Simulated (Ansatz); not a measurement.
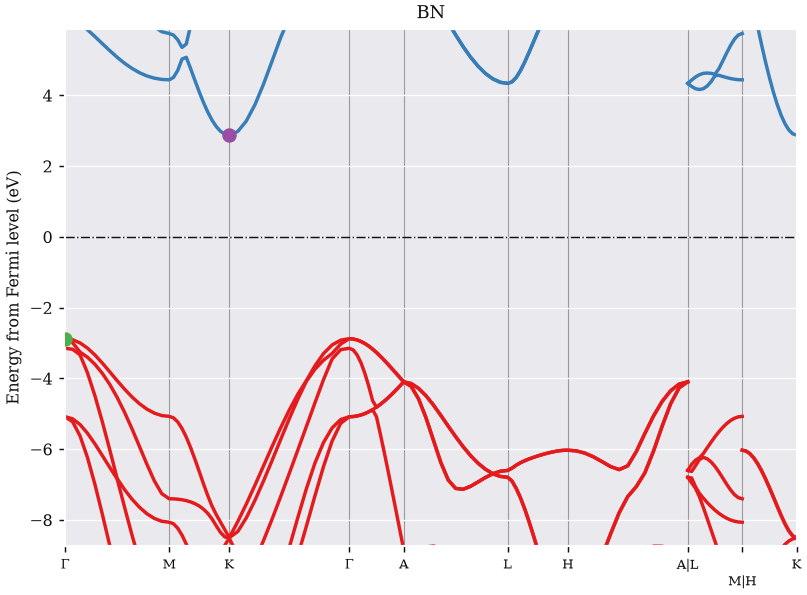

What does this figure show?

Band structure of BN, space group P6_3mc, 4 atoms in the cell. Method: DFT r2SCAN, scalar-relativistic, plane waves, PAW, no spin polarisation, 12×12×6 k mesh, 500 eV cutoff, Gaussian smearing of 0.02 eV (Ansatz). Energies are counted from the Fermi level.

The bands leave a gap. The gap along this path is 5.75 eV and indirect, from the valence-band top at Γ to the conduction-band bottom at K; the smallest direct gap is 9.00 eV, between Γ and M. Two bands meet at the valence-band top at Γ: it is doubly degenerate (spin aside). The direct gaps are 11.38 eV at K, 10.94 eV at L and 9.51 eV at M.
